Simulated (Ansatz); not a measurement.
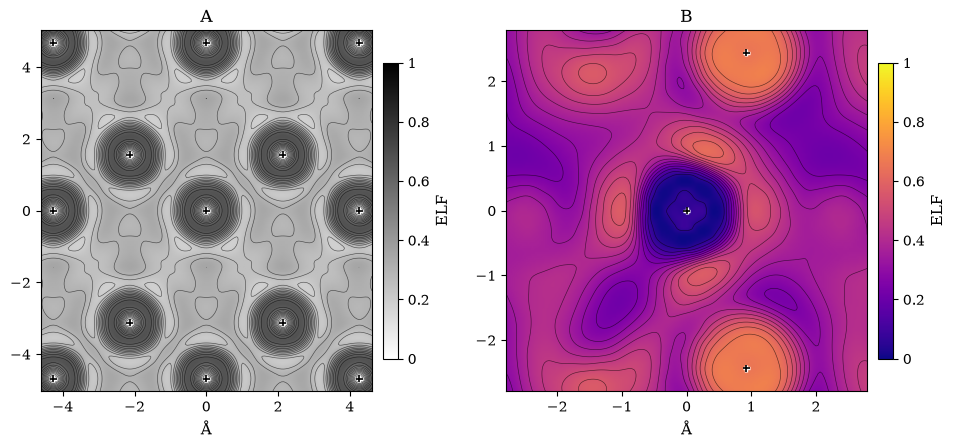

The ELF of 2 systems, each on a plane through atoms (crosses mark nuclei in the plane).

Computed with Ansatz 0.2.0, DFT r2SCAN, scalar-relativistic, plane waves, PAW.

System 1: Ru, the (110) plane of the conventional cell. Space group P6₃/mmc; computed without spin polarisation.

```
Ru
1.0
     2.70235    0.00000    0.00000
    -1.35117    2.34030    0.00000
     0.00000    0.00000    4.26597
Ru
2
Direct
  0.33333 0.66667 0.25000
  0.66667 0.33333 0.75000
```

System 2: AlPt, the (100) plane of the conventional cell. Space group P2₁3; a structure from a database of computed crystals, not necessarily the ambient phase.

```
CELL_PARAMETERS angstrom
4.87796 0.00000 0.00000
0.00000 4.87796 0.00000
0.00000 0.00000 4.87796
ATOMIC_POSITIONS crystal
Al 0.84411 0.84411 0.84411
Al 0.65589 0.15589 0.34411
Al 0.34411 0.65589 0.15589
Al 0.15589 0.34411 0.65589
Pt 0.15494 0.15494 0.15494
Pt 0.34506 0.84506 0.65494
Pt 0.65494 0.34506 0.84506
Pt 0.84506 0.65494 0.34506
```

Match each panel to its system.

Panel A is system 1, Ru: the plane holds Ru. Ru–Ru (2.64 Å): the ELF is about 0.35 at the midpoint. Panel B is system 2, AlPt: the plane holds Al and Pt. Al–Pt (2.60 Å): the ELF is about 0.45 at the midpoint.
